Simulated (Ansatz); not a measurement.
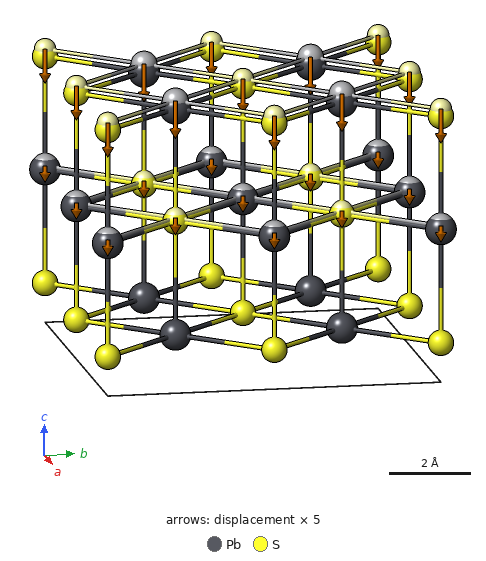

A constrained relaxation of a slab of composition PbS (cut from the Fm-3m phase). The starting structure is drawn faded, the final one solid; orange arrows show the displacements, magnified 5 times.

The picture is a ball-and-stick view of the cell of the calculation, outlined in the plane, without the vacuum, seen slightly off an axis.

Case: clean slab, lower planes held. The slab is the (1 0 0) face of PbS. 8 atoms are held fixed.

All numbers below come from DFT PBE+D3(BJ), scalar-relativistic, plane waves, PAW (Ansatz 0.2.0).

The input:
```yaml
crystal:
  lattice:
    - [8.3923151141, 0.0, 0.0]
    - [0.0, 8.3923151141, 0.0]
    - [0.0, 0.0, 21.934262927]
  atoms:
    - { symbol: Pb, position: [0.25, 0.25, 0.3647261833] }
    - { symbol: Pb, position: [0.25, 0.75, 0.3647261833] }
    - { symbol: Pb, position: [0.75, 0.25, 0.3647261833] }
    - { symbol: Pb, position: [0.75, 0.75, 0.3647261833] }
    - { symbol: S, position: [0.5, 0.5, 0.3647261833] }
    - { symbol: S, position: [0.5, 0.0, 0.3647261833] }
    - { symbol: S, position: [0.0, 0.5, 0.3647261833] }
    - { symbol: S, position: [0.0, 0.0, 0.3647261833] }
    - { symbol: Pb, position: [0.5, 0.5, 0.5] }
    - { symbol: Pb, position: [0.5, 0.0, 0.5] }
    - { symbol: Pb, position: [0.0, 0.5, 0.5] }
    - { symbol: Pb, position: [0.0, 0.0, 0.5] }
    - { symbol: S, position: [0.75, 0.75, 0.5] }
    - { symbol: S, position: [0.75, 0.25, 0.5] }
    - { symbol: S, position: [0.25, 0.75, 0.5] }
    - { symbol: S, position: [0.25, 0.25, 0.5] }
    - { symbol: Pb, position: [0.75, 0.75, 0.6352738167] }
    - { symbol: Pb, position: [0.75, 0.25, 0.6352738167] }
    - { symbol: Pb, position: [0.25, 0.75, 0.6352738167] }
    - { symbol: Pb, position: [0.25, 0.25, 0.6352738167] }
    - { symbol: S, position: [0.0, 0.0, 0.6352738167] }
    - { symbol: S, position: [0.0, 0.5, 0.6352738167] }
    - { symbol: S, position: [0.5, 0.0, 0.6352738167] }
    - { symbol: S, position: [0.5, 0.5, 0.6352738167] }
basis:
  ecutwfc: 420
kpoints:
  mp_grid: { grid: [2, 2, 1] }
hamiltonian:
  xc: pbe
  dispersion: d3bj
scf:
  occupations: { method: gaussian, width: 0.05 }
output:
  forces: true
  eigenvalues: true
relax:
  adjacent_minimum: "off"
  f_tol: 0.03
  max_steps: 70
  constraints: [{ sites: [0, 1, 2, 3, 4, 5, 6, 7] }]
efield:
  axis: 3
  dipole_correction: true
  ramp_width: 0.04
```

Run as
```bash
ansatz run input.yaml --threads 4 --pin off --max-ram 12288MiB --backend cpu --events-out ev --progress --plain --runs-dir out
```

**Describe the change and its energy.**

The energy falls by 0.188 eV per cell of the calculation in 2 geometry steps. The largest force component goes from 0.24 to 0.02 eV/Å. The largest moves, 0.19 Å, are those of Pb17, Pb18, Pb19 and Pb20. Pb17 goes along the normal (−c). By element the largest moves are Pb 0.19 Å, S 0.18 Å. The cell stays as it was. Among the contacts that change: S13–Pb17 2.967 → 2.863 Å, Pb10–S23 2.967 → 2.876 Å.
